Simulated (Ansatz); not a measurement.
System: CoSn₃, space group Pm-3m (No. 221) (cell built by us, not taken from a database).

Starting cell:
```xyz
4
Lattice="4.4936 0.0000 0.0000 0.0000 4.4936 0.0000 0.0000 0.0000 4.4936" Properties=species:S:1:pos:R:3 pbc="T T T"
Sn    0.0000    2.2468    2.2468
Sn    2.2468    0.0000    2.2468
Sn    2.2468    2.2468    0.0000
Co    0.0000    0.0000    0.0000
```

Calculation (Ansatz 0.2.0): several magnetic starts of one crystal ranked at fixed atoms, signs over the magnetic atoms (u up, d down), a propagation vector with a half doubling the cell with reversed moments; plane-wave DFT of a periodic cell. Level: r2SCAN.

- cell charge: 0 e
- exact exchange fraction: 0
- potentials: PAW default
- wave cutoff: 500 eV
- k mesh: 10x10x10
- k shift: none
- occupation rule: Gaussian
- occupation width: 0.1 eV

The k mesh is that of the cell as given; doubled cells use half as many points along the doubled vectors; key: 1 = non-magnetic; 2 = ferromagnetic; 3 = parallel large; 4 = antiferromagnetic doubled q=(0 0 1/2); 5 = antiferromagnetic doubled q=(0 1/2 1/2); 6 = antiferromagnetic doubled q=(1/2 1/2 1/2); 7 = parallel small.

What does the calculation give for the energy above the lowest of each magnetic start?

Among these starts the lowest is no. 4; the next, no. 5, is 4 meV/atom higher. In rising order: no. 4 (0), no. 5 (4), no. 2 (16), no. 3 (16), no. 7 (16), no. 6 (22), no. 1 (162), in meV/atom. The largest site moment, in μB, is 0.000 for no. 1, 2.048 for no. 2, 2.048 for no. 3, 2.068 for no. 4, 2.110 for no. 5, 2.096 for no. 6 and 2.048 for no. 7. The final order is non-magnetic for no. 1, ferromagnetic for no. 2, ferromagnetic for no. 3, antiferromagnetic for no. 4, antiferromagnetic for no. 5, antiferromagnetic for no. 6 and ferromagnetic for no. 7.

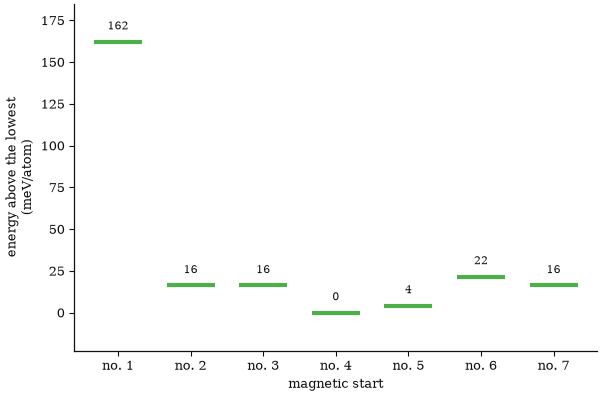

Note: not tested for a lower state; the state may not be the lowest.
